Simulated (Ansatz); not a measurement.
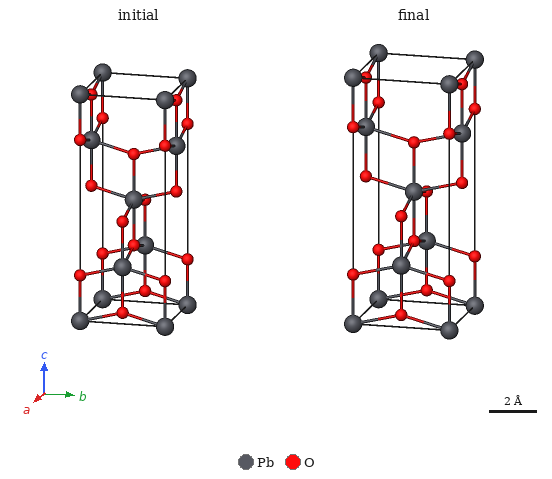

The structure of solid PbO2 (a generated structure, set up in I4_1/amd) (coarse preliminary run) before (left) and after (right) a relaxation, at one scale.

Style: ball-and-stick. Shown: the conventional cell (2 times the calculation's cell), slightly off an axis. Lengths and directions refer to the drawn axes.

Case: Zr → Pb on all its sites, cell and atoms relaxed.

Method: Ansatz 0.2.0, DFT PBE, scalar-relativistic, plane waves, PAW. Set-up: plane-wave cutoff 420 eV; k-point mesh 8 × 8 × 8; occupations gaussian; smearing width 0.1 eV; no spin polarisation; cell and atoms relaxed; force threshold 0.05 eV/Å; at most 60 steps.

**Summarise the run.**

The largest moves relative to the cell, 0.007 Å, are those of O atoms. Pb stays in place. Cell: a = b 3.784 → 4.286 Å (+13.3 %), c 10.102 → 10.969 Å (+8.6 %). Volume +39.3 %. Among the contacts that change: O–Pb 1.955 → 2.211 Å, O–Pb 2.032 → 2.200 Å. The space group stays I4_1/amd (No. 141). After 7 accepted moves (9 points after the start) the energy has fallen by 839 meV per atom. The largest force component goes from 1.3 to 0.00057 eV/Å. The pressure goes from 79.74 to 0.07 GPa. At 2 points the geometry stayed and the basis and grid were re-selected for the new cell (energy shift of 65.9 meV per atom at most each time). The run took 50 s on 2 threads of Arm Neoverse V1 (shared host), peak memory 0.46 GiB.
